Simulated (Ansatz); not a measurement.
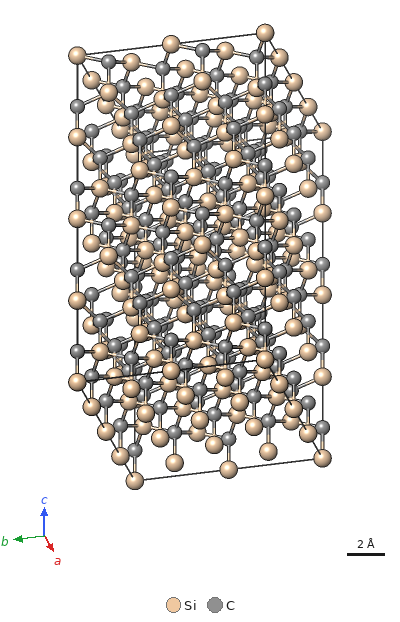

*The structure (ball-and-stick view of the cell of the calculation, seen at an oblique angle).*

Near neighbours in the crystal (not all of them lie inside the picture): Si has 4 C at 1.87 to 1.93 Å; Si has 3 C at 1.85 Å; C has 4 Si at 1.85 to 1.93 Å.

**Si128C127 (charge +2): single-point calculation (part 1 of 3)**

System: Si128C127 (defect cell, 255 atoms in the cell, total charge +2).
Method: DFT, HSE06, PAW, plane waves (Ansatz 0.2.0).

## Log
```
Pseudopotentials: kind: paw
Functional definition: HSE06
  parameter a = 0.25
  parameter omega = 0.11/bohr
  exchange = pbe_x - a*pbe_x_sr(omega) + a*exact_x_sr(omega)
  correlation = pbe_c
Crystal: 255 atoms, lattice volume = 2645.592 Å³
Basis set: ecut = 420 eV, 51705 PW (Γ), exchange–correlation on 180×144×270 points (8 copies of the dense FFT grid, shifted against one another)
Bands: 764, of which v1, the nominal top of the filled ones, is band 509 counted from 1 (508 counted from 0)
Symmetry: 1 space group operations
k-points: 1
Non-local potential: Si, projectors of the file, l = 0: 2, l = 1: 2, l = 2: 2
Non-local potential: C, projectors of the file, l = 0: 2, l = 1: 2, l = 2: 1
PAW form: soft (Blöchl's): semilocal exchange-correlation on the pseudo side does not see the compensation charge
PAW frozen core: Si, regenerated for the run's functional, and the local potential with it (the file was generated under x = pbe(κ = 0.804, μ = 0.2195149727645171), c = pbe(β = 0.06672455060314922))
PAW frozen core: C, regenerated for the run's functional, and the local potential with it (the file was generated under x = pbe(κ = 0.804, μ = 0.2195149727645171), c = pbe(β = 0.06672455060314922))
PAW one-centre angular grid: Si, 110 points (default); XC on 64 Gauss nodes
PAW one-centre angular grid: C, 110 points (default); XC on 64 Gauss nodes
Initial density: superposition of atomic densities (neutral atoms scaled as one to the charged cell's electrons: chi_scale 0, normalization atom), corrected by the library's trained network
Initial wavefunctions: pseudopotential atomic-orbital guess
Functional: x = pbe(κ = 0.804, μ = 0.2195149727645171), c = pbe(β = 0.06672455060314922), warm-up for x = pbe(κ = 0.804, μ = 0.2195149727645171) + 0.25 (exact − pbe) at short range (hse, ω = 0.20786987370883472 Å⁻¹), c = pbe(β = 0.06672455060314922); HSE06 as pw.x's `hse` composes it (authors' and Libxc's form: `xc: wpbeh`)
SCF iter   1: F=—  HF=-113322.713956 eV  |F-HF|=—  |Δ(HF+E_count)|=         —  Δρ=3.13e-3  dr2=2.45e0  ethr=1.77e-3  ⟨swp⟩=15.0  Hψ=4459  notcnv=0
preconditioner: auto → none  [insulator: Δε(μ)=2.230 eV  Ē_g=11.888 eV  σ=0.010 eV  W_gap=1.00  n_scr=560 (ndim 8)  ℏωp=23.0 eV  f_vac=0.000  D(μ)=0.00/eV (n_scr^D=0)]
SCF iter   2: F=—  HF=-113322.319097 eV  |F-HF|=—  |Δ(HF+E_count)|=   3.95e-1  Δρ=1.87e-3  dr2=3.66e-1  ethr=2.41e-4  ⟨swp⟩=20.0  Hψ=2124  notcnv=1
SCF iter   3: F=—  HF=-113322.268386 eV  |F-HF|=—  |Δ(HF+E_count)|=   5.07e-2  Δρ=8.15e-4  dr2=1.07e-1  ethr=3.60e-5  ⟨swp⟩=14.0  Hψ=2141  notcnv=0  defer=23
SCF iter   4: F=—  HF=-113322.257899 eV  |F-HF|=—  |Δ(HF+E_count)|=   1.05e-2  Δρ=3.82e-4  dr2=2.82e-2  ethr=1.06e-5  ⟨swp⟩=9.0  Hψ=2209  notcnv=0  defer=63
iter 5 solved again at ethr=1.71e-7 eV; its pass at ethr=2.77e-6 eV (dr2=1.74e-3 eV) is discarded
SCF iter   5: F=—  HF=-113322.254166 eV  |F-HF|=—  |Δ(HF+E_count)|=   3.73e-3  Δρ=1.16e-4  dr2=1.65e-3  ethr=1.71e-7  ⟨swp⟩=5.0  Hψ=3797  notcnv=0  defer=28
SCF iter   6: F=-113322.253886 eV  HF=-113322.253916 eV  |F-HF|=3.10e-5  |Δ(HF+E_count)|=   2.49e-4  Δρ=3.95e-5  dr2=5.13e-5  ethr=1.62e-7  ⟨swp⟩=5.0  Hψ=1363  notcnv=0  defer=22
SCF 1 stopped early in 6 iterations: F = -113322.253886 eV  dr2 = 5.13e-5
  greatest PAW one-centre occupation: 0.648 electrons in one spin orbital (limit 2), on the C atom at site 180 (counted from 0), in its partial waves of l = 0
Initial density: handed on by an earlier stage of this run
Initial wavefunctions: those handed on with the density
Functional: x = pbe(κ = 0.804, μ = 0.2195149727645171) + 0.25 (exact − pbe) at short range (hse, ω = 0.20786987370883472 Å⁻¹), c = pbe(β = 0.06672455060314922); HSE06 as pw.x's `hse` composes it (authors' and Libxc's form: `xc: wpbeh`)
Exchange kernel: α = 0.2500, screened, ω = 0.2079 Å⁻¹, Wigner–Seitz truncation, v(0) = 987.1339 eV·Å³, q-mesh 1×1×1, nearest image of the exchange supercell L = 10.66 Å, pair-density grid 60×54×96, without the augmentation charges, whose exchange is taken in its separable form (sized by the pseudopotential files, 81×75×135 at the most), smooth part of the exchange summed in real space on grids 56×
Frozen-core exchange: fock
SCF iter   1: F=—  HF=-113403.411238 eV  |F-HF|=—  |Δ(HF+E_count)|=         —  Δρ=5.67e-3  dr2=5.45e-1  ethr=5.04e-8  ⟨swp⟩=15.0  Hψ=5657  notcnv=0
preconditioner: auto → none  [insulator: Δε(μ)=2.473 eV  Ē_g=13.641 eV  σ=0.010 eV  W_gap=1.00  n_scr=560 (ndim 8)  ℏωp=23.0 eV  f_vac=0.000  D(μ)=0.00/eV (n_scr^D=0)]
SCF iter   2: F=—  HF=-113403.213450 eV  |F-HF|=—  |Δ(HF+E_count)|=   1.98e-1  Δρ=2.64e-3  dr2=1.20e-1  ethr=5.04e-8  ⟨swp⟩=5.0  Hψ=3301  notcnv=0
SCF iter   3: F=—  HF=-113403.517421 eV  |F-HF|=—  |Δ(HF+E_count)|=   3.04e-1  Δρ=8.79e-4  dr2=7.75e-2  ethr=5.04e-8  ⟨swp⟩=6.0  Hψ=3727  notcnv=0
SCF iter   4: F=—  HF=-113403.548078 eV  |F-HF|=—  |Δ(HF+E_count)|=   3.07e-2  Δρ=8.49e-4  dr2=2.52e-1  ethr=5.04e-8  ⟨swp⟩=7.0  Hψ=3759  notcnv=0  recentre
SCF iter   5: F=—  HF=-113403.504248 eV  |F-HF|=—  |Δ(HF+E_count)|=   4.38e-2  Δρ=3.54e-4  dr2=2.23e-2  ethr=5.04e-8  ⟨swp⟩=7.0  Hψ=3599  notcnv=0
SCF iter   6: F=—  HF=-113403.500388 eV  |F-HF|=—  |Δ(HF+E_count)|=   3.86e-3  Δρ=1.07e-4  dr2=1.69e-3  ethr=5.04e-8  ⟨swp⟩=5.0  Hψ=2384  notcnv=0
SCF iter   7: F=—  HF=-113403.504187 eV  |F-HF|=—  |Δ(HF+E_count)|=   3.80e-3  Δρ=1.19e-4  dr2=5.55e-4  ethr=5.04e-8  ⟨swp⟩=6.0  Hψ=2160  notcnv=0
SCF iter   8: F=-113403.504034 eV  HF=-113403.504045 eV  |F-HF|=1.10e-5  |Δ(HF+E_count)|=   1.41e-4  Δρ=2.93e-5  dr2=4.79e-5  ethr=5.04e-8  ⟨swp⟩=3.0  Hψ=1276  notcnv=0
SCF 2 stopped early in 8 iterations: F = -113403.504034 eV  dr2 = 4.79e-5
  Residual-converged pass: ⟨swp⟩=4.0  Hψ=2167  notcnv=0  max |occ|·‖R‖ = 5.2e-6 eV (tolerance 6.7e-6 eV)  dr2=4.73e-5  dr2_onsite=3.54e-7  max |Δocc| = 0.0e0
  greatest PAW one-centre occupation: 0.649 electrons in one spin orbital (limit 2), on the C atom at site 180 (counted from 0), in its partial waves of l = 0
hybrid outer 1: dexx = +3.498e-1 eV, tail = 1.56e-4 eV
SCF iter   1: F=—  HF=-113403.501513 eV  |F-HF|=—  |Δ(HF+E_count)|=         —  Δρ=1.54e-5  dr2=2.55e-5  ethr=7.68e-8  ⟨swp⟩=14.0  Hψ=2445  notcnv=0
preconditioner: auto → none  [insulator: Δε(μ)=2.386 eV  Ē_g=13.647 eV  σ=0.010 eV  W_gap=1.00  n_scr=560 (ndim 8)  ℏωp=23.0 eV  f_vac=0.000  D(μ)=0.00/eV (n_scr^D=0)]
SCF iter   2: F=—  HF=-113403.501512 eV  |F-HF|=—  |Δ(HF+E_count)|=   1.03e-6  Δρ=6.95e-6  dr2=1.27e-5  ethr=2.37e-9  ⟨swp⟩=3.0  Hψ=1644  notcnv=0
SCF iter   3: F=—  HF=-113403.501510 eV  |F-HF|=—  |Δ(HF+E_count)|=   2.01e-6  Δρ=4.04e-6  dr2=3.59e-7  ethr=1.12e-9  ⟨swp⟩=3.0  Hψ=1285  notcnv=0
SCF iter   4: F=—  HF=-113403.501511 eV  |F-HF|=—  |Δ(HF+E_count)|=   1.27e-6  Δρ=2.74e-6  dr2=2.89e-7  ethr=2.03e-11  ⟨swp⟩=10.0  Hψ=2772  notcnv=0  defer=1
SCF iter   5: F=-113403.501511 eV  HF=-113403.501511 eV  |F-HF|=1.05e-8  |Δ(HF+E_count)|=   5.07e-8  Δρ=8.49e-7  dr2=1.80e-8  ethr=2.03e-11  ⟨swp⟩=3.0  Hψ=1519  notcnv=0
SCF 3 converged in 5 iterations: F = -113403.501511 eV  dr2 = 1.80e-8
  Residual-converged pass: ⟨swp⟩=2.0  Hψ=1273  notcnv=0  max |occ|·‖R‖ = 2.7e-6 eV (tolerance 5.0e-6 eV)  dr2=1.85e-8  dr2_onsite=4.19e-10  max |Δocc| = 0.0e0
```

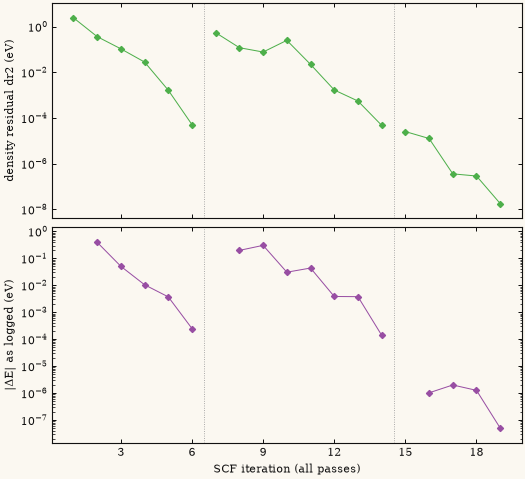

*Convergence of the self-consistent field: density residual dr2 and size of the energy change against the SCF iteration. The run starts with a semilocal functional; after that each stretch between dotted lines is one SCF of the hybrid functional between two exact rebuilds of the exchange operator by the outer loop. Early passes are stopped at a loose threshold.*

The passes take 6, 8 and 5 iterations.

```
hybrid outer 2: dexx = +1.490e-6 eV, tail = 4.31e-8 eV, Δε = 9.05e-4 eV (about 1.99e-5 eV left of the loop's levels), ΔF = 2.71e-3 eV/Å (tail 2.16e-4)
NSCF: frozen V_eff on 1 k-points
hybrid SCF converged: 2 outer / 13 inner (+6 warm-up), last move |dexx| = 1.49e-6 eV, tail = 4.31e-8 eV
Stability not checked: this state was not tested for a lower state beside it, because the functional holds exact exchange (a hybrid, or Hartree-Fock), whose exchange loop this test does not read (fock_operator; see scf.lower_state_search)
Free energy (F): -113403.501511 eV
Harris-Foulkes:  -113403.501511 eV  (|F-HF|=1.05e-8)
Internal energy: -113403.501511 eV  (E = F + TS)
E sigma→0 (E₀):  -113403.501511 eV
Fermi energy:    10.108570 eV
--- Per-component energies (eV) ---
  E_band       = 2413.805253
  E_kinetic    = 17241.149402
  E_local      = -13419.166909  (includes V_loc(G=0)·N_el)
  E_nonlocal   = 6439.722651
  E_hartree    = 4221.312010
  E_xc         = -10915.273171
  E_vxc        = -11237.877070  (∫ρ·V_xc dr)
  E_exx        = -1931.647084  (= α·E_x^exact, valence–valence)
  E_paw        = -78888.787344  (= ΣΔE_a)
  E_vpaw       = -1189.348575  (= ΣTr[D̂ρ^β])
  E_aug_tail   = 0.001597  (compensation charges beyond the density's cutoff)
  E_ewald      = -36141.059086
  E_core_change = -9.753608  (= ΣΔE_core)
  E_smearing   = -0.000000  (= −TS)
  E_closure    = 0.000031  (closes the sum)
  E_deformation_potential = 36.093577  (in the stress; not in F)
  Σ components = -113403.501511   (vs F -113403.501511, Δ=0.00e0)
--- Forces (eV/Å), atoms counted from 1 ---
  atom   1  Si    -0.00045428     0.00015389    -0.01469049
  atom   2  Si    -0.00013583     0.00016582     0.00005687
  atom   3  Si    -0.00431716     0.00215171    -0.02085219
  atom   4  Si    -0.00356082     0.00532406     0.00311282
  atom   5  Si    -0.00045007    -0.00116500    -0.02378153
  atom   6  Si     0.00270604    -0.00315602     0.00445539
  atom   7  Si    -0.00068665     0.00228050    -0.01907153
  atom   8  Si     0.00086572     0.00160445     0.00025238
  atom   9  Si     0.00193149    -0.00701185    -0.01939139
  atom  10  Si    -0.00027121    -0.00296420     0.00198536
  atom  11  Si    -0.01818621    -0.00800424    -0.04779659
  atom  12  Si    -0.00780970    -0.00156833    -0.00003891
  atom  13  Si    -0.00570478     0.00342724    -0.02145930
  atom  14  Si    -0.00372227     0.00020630     0.00170494
  atom  15  Si    -0.00354562    -0.00024992    -0.01703836
  atom  16  Si    -0.00299042     0.00078607     0.00094048
  atom  17  Si     0.00233083     0.00377621    -0.02372633
  atom  18  Si     0.00474933     0.00142206     0.00432330
  atom  19  Si     0.01654303    -0.01066717    -0.05024020
  atom  20  Si     0.00532413    -0.00207198     0.00074344
  atom  21  Si    -0.00423693     0.01878495    -0.04661807
  atom  22  Si    -0.00015170     0.00800087     0.00004621
  atom  23  Si     0.00059748    -0.00289879    -0.02385125
  atom  24  Si     0.00296870    -0.00085670     0.00313340
  atom  25  Si    -0.00150250    -0.00289480    -0.02349984
  atom  26  Si     0.00082038    -0.00188949     0.00449937
  atom  27  Si     0.00920671     0.00169224    -0.01998201
  atom  28  Si     0.00270750     0.00425812     0.00208991
  atom  29  Si    -0.00419603    -0.00155769    -0.02486203
  atom  30  Si    -0.00123268    -0.00016197     0.00389336
  atom  31  Si     0.00294826    -0.00002660    -0.01798598
  atom  32  Si     0.00109832    -0.00079921     0.00144880
  atom  33  Si    -0.00133176     0.00225523    -0.01119842
  atom  34  Si     0.00185546    -0.00321977     0.00723298
  atom  35  Si    -0.00486778    -0.00392852    -0.00689972
  atom  36  Si    -0.01155313    -0.00929569     0.02493799
  atom  37  Si    -0.00247487    -0.00113602    -0.00986214
  atom  38  Si    -0.00546270    -0.00051189     0.00974423
  atom  39  Si     0.00084837    -0.00106013    -0.00755169
  atom  40  Si    -0.00013522     0.00086412     0.00601934
  atom  41  Si     0.00069656     0.00141707    -0.01627351
  atom  42  Si    -0.00472369    -0.00526261     0.01240537
  atom  43  Si     0.00116751     0.00108095    -0.01396716
  atom  44  Si    -0.00090124     0.00346223     0.01578772
  atom  45  Si     0.00136741     0.00058660    -0.01055546
  atom  46  Si    -0.00273629     0.00424839     0.00743942
  atom  47  Si     0.00219291     0.00001126    -0.00873210
  atom  48  Si    -0.00096821    -0.00271204     0.00521060
  atom  49  Si     0.00789253    -0.00257690    -0.00681947
  atom  50  Si     0.01974818    -0.01079702     0.02601545
  atom  51  Si    -0.00034207    -0.00026598    -0.01700816
  atom  52  Si     0.00248721     0.00979996     0.01067616
  atom  53  Si    -0.00111476     0.00498031    -0.00735201
  atom  54  Si     0.00086484     0.01425990     0.02288902
  atom  55  Si    -0.00273662    -0.00191126    -0.01332494
  atom  56  Si    -0.00598035    -0.00190027     0.00980370
  atom  57  Si     0.00315310    -0.00154460    -0.00887254
  atom  58  Si     0.00705717     0.00314759     0.00814577
  atom  59  Si     0.00034707     0.00111716    -0.01137035
  atom  60  Si     0.00499758     0.00373849     0.00721353
  atom  61  Si     0.00221130    -0.00218543    -0.01198840
  atom  62  Si     0.00539351    -0.00257172     0.01238055
  atom  63  Si    -0.00049279     0.00042980    -0.00982771
  atom  64  Si     0.00558663    -0.00556963     0.00600283
  atom  65  Si    -0.00793103    -0.00438576    -0.00906921
  atom  66  Si    -0.00057403     0.00186860     0.00181972
  atom  67  Si    -0.00027983     0.00101042    -0.00463387
  atom  68  Si     0.00116896    -0.00092578     0.00319134
  atom  69  Si    -0.00094266    -0.01510218    -0.00979772
  atom  70  Si    -0.00245503    -0.00014578     0.00180544
  atom  71  Si    -0.01444900     0.00890931    -0.00974467
  atom  72  Si    -0.00328638     0.00005679    -0.00082061
  atom  73  Si    -0.00734904     0.00545327    -0.00829553
  atom  74  Si    -0.00187350     0.00072274     0.00227943
  atom  75  Si    -0.00024077     0.00097364    -0.00850158
  atom  76  Si    -0.00162981     0.00072829     0.00099272
  atom  77  Si     0.00058141    -0.01372298    -0.01309313
  atom  78  Si     0.00161617    -0.00205681     0.00244713
  atom  79  Si    -0.00261871     0.00073873    -0.24024692
  atom  80  Si    -0.00236382     0.00042026     0.00200367
  atom  81  Si    -0.01409323     0.00562576    -0.00822873
  atom  82  Si    -0.00108793     0.00093831     0.00218557
  atom  83  Si    -0.00751036    -0.00067238    -0.00246379
  atom  84  Si    -0.00216904     0.00094824     0.00439050
  atom  85  Si     0.00600608    -0.00453106    -0.00957999
  atom  86  Si     0.00010682     0.00113559     0.00107079
  atom  87  Si     0.01247276     0.00699743    -0.01256502
  atom  88  Si     0.00198285     0.00095832     0.00163073
  atom  89  Si     0.01317934     0.00630331    -0.00664252
  atom  90  Si     0.00180598     0.00251909     0.00227306
  atom  91  Si    -0.00184288    -0.00211241    -0.01178394
  atom  92  Si     0.00093606    -0.00208430     0.00151662
  atom  93  Si     0.00622418     0.00576453    -0.00897220
  atom  94  Si    -0.00073636     0.00105593     0.00257653
  atom  95  Si     0.00662362     0.00042093    -0.00379245
  atom  96  Si     0.00020299     0.00177479     0.00261577
  atom  97  Si     0.00143459    -0.00516220    -0.00832747
  atom  98  Si     0.00036387    -0.00033100    -0.01032962
  atom  99  Si    -0.02070719    -0.02464623    -0.01140295
  atom 100  Si    -0.00104213    -0.00309102    -0.01048249
  atom 101  Si    -0.02857994    -0.00000256    -0.00949806
  atom 102  Si    -0.00234584     0.00046012    -0.00971903
  atom 103  Si    -0.00350906    -0.00459433    -0.00963149
  atom 104  Si    -0.00016835    -0.00183814    -0.00880351
  atom 105  Si    -0.00335035    -0.00166391    -0.01155599
  atom 106  Si     0.00032087    -0.00197192    -0.01318271
  atom 107  Si    -0.17525563    -0.09765306     0.05683583
  atom 108  Si    -0.00156581    -0.00103594    -0.01255028
  atom 109  Si    -0.00622545     0.00522402    -0.00804956
  atom 110  Si    -0.00107614     0.00101806    -0.01145100
  atom 111  Si     0.00034179    -0.00128659    -0.01155291
  atom 112  Si     0.00076810     0.00017997    -0.01165873
  atom 113  Si     0.01968603    -0.02314431    -0.00984767
  atom 114  Si     0.00123696    -0.00258427    -0.01118304
  atom 115  Si     0.19079275    -0.10343276     0.06846831
  atom 116  Si     0.00095236    -0.00044832    -0.01186305
  atom 117  Si     0.00159335     0.19198028     0.05774534
  atom 118  Si     0.00030051     0.00094154    -0.01211099
  atom 119  Si    -0.01914906     0.02203435    -0.00949195
  atom 120  Si    -0.00176811     0.00170332    -0.00867915
  atom 121  Si     0.02527935    -0.00225283    -0.00781676
  atom 122  Si     0.00347599     0.00043380    -0.01012789
  atom 123  Si     0.00717999     0.00848569    -0.00908561
  atom 124  Si     0.00162764     0.00073233    -0.01150250
  atom 125  Si     0.01765867     0.01983946    -0.00659151
  atom 126  Si     0.00292303     0.00134614    -0.01100086
  atom 127  Si    -0.00159231     0.00097614    -0.01180846
  atom 128  Si    -0.00102241    -0.00052755    -0.01079355
  atom 129  C     -0.00065369     0.00054794     0.01094478
  atom 130  C     -0.00128915    -0.00050383     0.00294354
  atom 131  C      0.00121693     0.00045056     0.00862430
  atom 132  C     -0.00003859     0.00588144    -0.00135738
  atom 133  C      0.00036876     0.00207523     0.00802629
  atom 134  C      0.00469524    -0.00593741    -0.00274743
  atom 135  C      0.00023092     0.00002620     0.01068834
  atom 136  C     -0.00082141    -0.00234086     0.00069353
  atom 137  C      0.00022528     0.00230477     0.01397069
  atom 138  C      0.00140990     0.01358158    -0.00821200
  atom 139  C      0.00140332     0.00158380     0.01262365
  atom 140  C      0.02046078     0.00893950    -0.06513449
  atom 141  C      0.00153851    -0.00053671     0.01207656
  atom 142  C      0.01117810    -0.00611108    -0.00789096
  atom 143  C      0.00048305    -0.00061863     0.01189783
  atom 144  C      0.00185450    -0.00073129     0.00329809
  atom 145  C     -0.00071962     0.00047263     0.00909892
```
